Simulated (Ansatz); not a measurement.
**What a change does: single-point calculation on SnO**

System: SnO (P4/nmm, 4 atoms in the cell).
Method of run 1: Kohn-Sham DFT of a periodic cell, r2SCAN, Ansatz PAW, no spin polarisation (Ansatz 0.2.0).

The structure derives from a Materials Project entry. Text and figures count atoms from 1; the logs count them from 0 in places.

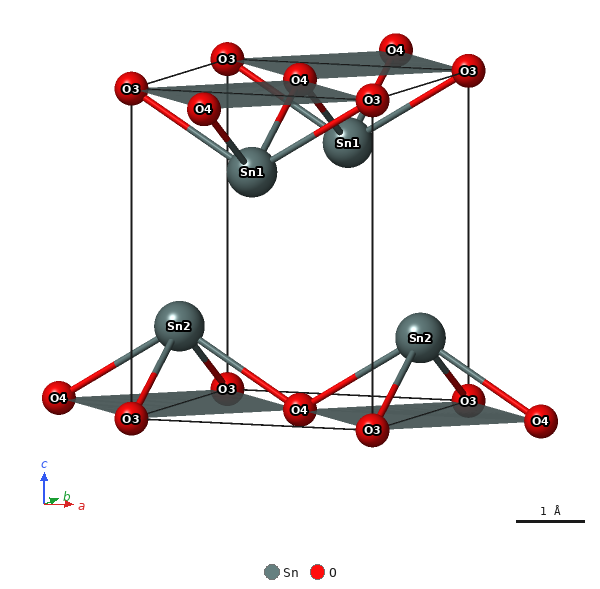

The structure as given in the input (polyhedral view of the cell of the calculation, seen slightly off an axis; polyhedra are completed across the faces of the cell; atoms are numbered from 1 in the order of the input).

The input, run 1:
```yaml
crystal:
  lattice:
    - [3.8638811754, 0.0, 0.0]
    - [0.0, 3.8638811754, 0.0]
    - [0.0, 0.0, 4.9512221655]
  atoms:
    - { symbol: Sn, position: [0.5, 0.0, 0.76462614] }
    - { symbol: Sn, position: [0.0, 0.5, 0.23537386] }
    - { symbol: O, position: [0.0, 0.0, 0.0] }
    - { symbol: O, position: [0.5, 0.5, 0.0] }
hamiltonian:
  xc: r2scan
  pseudopotentials: { kind: paw }
kpoints:
  mp_grid: { grid: [7, 7, 6] }
scf:
  occupations: { method: fermi_dirac, width: 0.05 }
output:
  forces: true
  stress: true
  eigenvalues: true
```

Command:
```bash
ansatz run input.yaml --threads 2 --pin off --max-ram 5120MiB --backend cpu --events-out ev --progress --plain --runs-dir out
```

Hardware: 2 threads of Intel Xeon @ 2.50GHz (Skylake/Cascade Lake), 189 GiB of memory available, shared host.

Output, shortened to warnings, some set-up lines, iterations and results (run 1):
```
Basis set: ecut = 500 eV, 1847 PW (Γ), exchange–correlation on 120×120×160 points (64 copies of the dense FFT grid, shifted against one another)
Symmetry: 16 space group operations
k-points: 40 of 294
Initial density: superposition of atomic densities (neutral atoms: chi_scale 0, normalization atom), corrected by the library's trained network
[...]
SCF iter   1: F=—  HF=-13214.581210 eV  |F-HF|=—  |Δ(HF+E_count)|=         —  Δρ=8.04e-3  dr2=4.39e-2  dr2_τ=1.02e-1  ethr=1.77e-3  ⟨swp⟩=6.1  Hψ=4470  notcnv=0
SCF iter   2: F=—  HF=-13214.650398 eV  |F-HF|=—  |Δ(HF+E_count)|=   6.92e-2  Δρ=4.80e-3  dr2=9.79e-3  dr2_τ=9.42e-4  ethr=1.10e-4  ⟨swp⟩=2.0  Hψ=1840  notcnv=0
SCF iter   3: F=—  HF=-13214.650782 eV  |F-HF|=—  |Δ(HF+E_count)|=   3.84e-4  Δρ=1.27e-3  dr2=1.08e-3  dr2_τ=1.22e-4  ethr=2.45e-5  ⟨swp⟩=1.3  Hψ=1160  notcnv=0
SCF iter   4: F=—  HF=-13214.650874 eV  |F-HF|=—  |Δ(HF+E_count)|=   9.16e-5  Δρ=3.58e-4  dr2=8.96e-5  dr2_τ=7.04e-6  ethr=2.71e-6  ⟨swp⟩=2.0  Hψ=1334  notcnv=0
SCF iter   5: F=—  HF=-13214.650874 eV  |F-HF|=—  |Δ(HF+E_count)|=   4.73e-7  Δρ=1.28e-4  dr2=1.27e-5  dr2_τ=8.54e-7  ethr=2.24e-7  ⟨swp⟩=2.0  Hψ=1313  notcnv=0
SCF iter   6: F=—  HF=-13214.650875 eV  |F-HF|=—  |Δ(HF+E_count)|=   1.02e-6  Δρ=3.98e-5  dr2=1.25e-6  dr2_τ=3.27e-8  ethr=3.17e-8  ⟨swp⟩=2.0  Hψ=1277  notcnv=0
SCF iter   7: F=-13214.650875 eV  HF=-13214.650875 eV  |F-HF|=8.49e-9  |Δ(HF+E_count)|=   1.60e-7  Δρ=9.06e-6  dr2=6.00e-8  dr2_τ=2.08e-9  ethr=2.50e-10  ⟨swp⟩=4.0  Hψ=4344  …
SCF 1 converged in 7 iterations: F = -13214.650875 eV  dr2 = 6.00e-8
SCF converged after 7 iterations
Free energy (F): -13214.650875 eV
Harris-Foulkes:  -13214.650875 eV  (|F-HF|=8.49e-9)
Internal energy: -13214.650854 eV  (E = F + TS)
E sigma→0 (E₀):  -13214.650865 eV
Entropy (-TS):   -0.000021 eV (-0.005 meV/atom)
Fermi energy:    9.341369 eV
--- Per-component energies (eV) ---
  E_band       = -239.212232
  E_kinetic    = 722.974164
  E_local      = -2782.951655  (includes V_loc(G=0)·N_el)
  E_nonlocal   = 29.598109
  E_hartree    = 1492.096996
  E_xc         = -895.835407
  E_vxc        = -419.018931  (∫ρ·V_xc dr)
  E_paw        = -8637.956390  (= ΣΔE_a)
  E_vpaw       = -800.437729  (= ΣTr[D̂ρ^β])
  E_aug_tail   = 0.002081  (compensation charges beyond the density's cutoff)
  E_vtau       = 26.429697  (kinetic-family band-sum trace: ∫τ·v_τ [+ j·A + Jᵃ·Aᵃ] dr)
  E_ewald      = -3143.985510
  E_core_change = 1.406758  (= ΣΔE_core)
  E_smearing   = -0.000021  (= −TS)
  E_closure    = -0.000000  (closes the sum)
  Σ components = -13214.650875   (vs F -13214.650875, Δ=0.00e0)
--- Forces (eV/Å), atoms counted from 1 ---
  atom   1  Sn     0.00000000     0.00000000     0.64932175
  atom   2  Sn     0.00000000     0.00000000    -0.64932175
  atom   3  O      0.00000000     0.00000000    -0.00000000
  atom   4  O      0.00000000     0.00000000     0.00000000
  max |Σ_I F_I| component: 0.00e0 eV/Å
--- Stress (GPa, compression-positive) ---
       -4.274192       0.000000       0.000000
        0.000000      -4.274192       0.000000
        0.000000       0.000000      -3.210182
  P = ⅓ Tr σ = -3.9195 GPa (-39.195 kbar)
```

The input of run 2 differs as follows (lines with − go, lines with + come):
```diff
-  xc: r2scan
-  pseudopotentials: { kind: paw }
+  xc: pbe
+  pseudopotentials: { kind: nc, source: spms }
```

How does run 2 compare with run 1?

The total energies belong to different models, so their difference says nothing on which is more stable or more accurate. The gap on the mesh goes from 0.66 to 0.50 eV. The pressure goes from −3.92 to 0.11 GPa. The largest force goes from 0.649 to 0.166 eV/Å. The functional changes from r2SCAN to PBE. The SCF takes 8 iterations against 7. The default cutoff goes from 500 to 1034 eV with the change. The plane waves at Γ go from 1847 to 5581. On the same kind of shared host run 2 took about 1.4 times as long. The two runs start from different initial densities, which also moves the count.

Output, shortened to warnings, some set-up lines, iterations and results (run 2):
```
Basis set: ecut = 1034.032677347544 eV, 5581 PW (Γ), exchange–correlation on 90×90×108 points (8 copies of the dense FFT grid, shifted against one another)
Symmetry: 16 space group operations
k-points: 40 of 294
Initial density: superposition of atomic densities (chi_scale 0.1, normalization cell, long waves kept (reshape's long-wave potential 0.19 eV rms))
[...]
SCF iter   1: F=—  HF=-4742.048473 eV  |F-HF|=—  |Δ(HF+E_count)|=         —  Δρ=5.31e-2  dr2=2.79e0  ethr=3.10e-3  ⟨swp⟩=6.2  Hψ=4235  notcnv=0
SCF iter   2: F=—  HF=-4741.370070 eV  |F-HF|=—  |Δ(HF+E_count)|=   6.78e-1  Δρ=2.21e-2  dr2=4.03e-1  ethr=3.10e-3  ⟨swp⟩=2.6  Hψ=2288  notcnv=0
SCF iter   3: F=—  HF=-4741.298997 eV  |F-HF|=—  |Δ(HF+E_count)|=   7.11e-2  Δρ=1.27e-2  dr2=1.05e-1  ethr=1.01e-3  ⟨swp⟩=2.6  Hψ=1781  notcnv=0
SCF iter   4: F=—  HF=-4741.290936 eV  |F-HF|=—  |Δ(HF+E_count)|=   8.06e-3  Δρ=3.96e-3  dr2=1.26e-2  ethr=2.63e-4  ⟨swp⟩=2.5  Hψ=1558  notcnv=0
SCF iter   5: F=—  HF=-4741.294057 eV  |F-HF|=—  |Δ(HF+E_count)|=   3.12e-3  Δρ=7.78e-4  dr2=4.41e-4  ethr=3.15e-5  ⟨swp⟩=2.1  Hψ=1766  notcnv=0
SCF iter   6: F=—  HF=-4741.294720 eV  |F-HF|=—  |Δ(HF+E_count)|=   6.63e-4  Δρ=1.99e-4  dr2=2.63e-5  ethr=1.10e-6  ⟨swp⟩=2.0  Hψ=1353  notcnv=0
SCF iter   7: F=—  HF=-4741.294737 eV  |F-HF|=—  |Δ(HF+E_count)|=   1.75e-5  Δρ=3.17e-5  dr2=6.73e-7  ethr=6.58e-8  ⟨swp⟩=2.6  Hψ=1797  notcnv=0
SCF iter   8: F=-4741.294739 eV  HF=-4741.294739 eV  |F-HF|=1.95e-8  |Δ(HF+E_count)|=   1.53e-6  Δρ=6.48e-6  dr2=2.89e-8  ethr=2.50e-10  ⟨swp⟩=10.3  Hψ=6643  notcnv=0
SCF 1 converged in 8 iterations: F = -4741.294739 eV  dr2 = 2.89e-8
SCF converged after 8 iterations
Free energy (F): -4741.294739 eV
Harris-Foulkes:  -4741.294739 eV  (|F-HF|=1.95e-8)
Internal energy: -4741.294637 eV  (E = F + TS)
E sigma→0 (E₀):  -4741.294688 eV
Entropy (-TS):   -0.000102 eV (-0.025 meV/atom)
Fermi energy:    10.468982 eV
--- Per-component energies (eV) ---
  E_band       = -165.638008
  E_kinetic    = 2431.187228
  E_local      = -3117.511303  (includes V_loc(G=0)·N_el)
  E_nonlocal   = -806.211294
  E_hartree    = 1092.176983
  E_xc         = -1196.950742
  E_vxc        = -857.454588  (∫ρ·V_xc dr)
  E_ewald      = -3143.985510
  E_smearing   = -0.000102  (= −TS)
  E_closure    = 0.000000  (closes the sum)
  Σ components = -4741.294739   (vs F -4741.294739, Δ=0.00e0)
--- Forces (eV/Å), atoms counted from 1 ---
  atom   1  Sn     0.00000000     0.00000000     0.16637453
  atom   2  Sn     0.00000000     0.00000000    -0.16637453
  atom   3  O      0.00000000     0.00000000     0.00000000
  atom   4  O     -0.00000000     0.00000000     0.00000000
  max |Σ_I F_I| component: 0.00e0 eV/Å
--- Stress (GPa, compression-positive) ---
        0.230407       0.000000       0.000000
        0.000000       0.230407       0.000000
        0.000000       0.000000      -0.134092
  P = ⅓ Tr σ = 0.1089 GPa (1.089 kbar)
```

The two runs side by side:

```csv
quantity,run 1,run 2
outcome,converged,converged
free energy per atom (eV),−3303.6627,−1185.3237
gap on the mesh (eV),0.66,0.50
pressure (GPa),−3.92,0.11
largest force (eV/Å),0.649,0.166
SCF iterations,7,8
irreducible k-points,40,40
plane waves at Γ,1847,5581
wall time (shared host),10 s,15 s
```
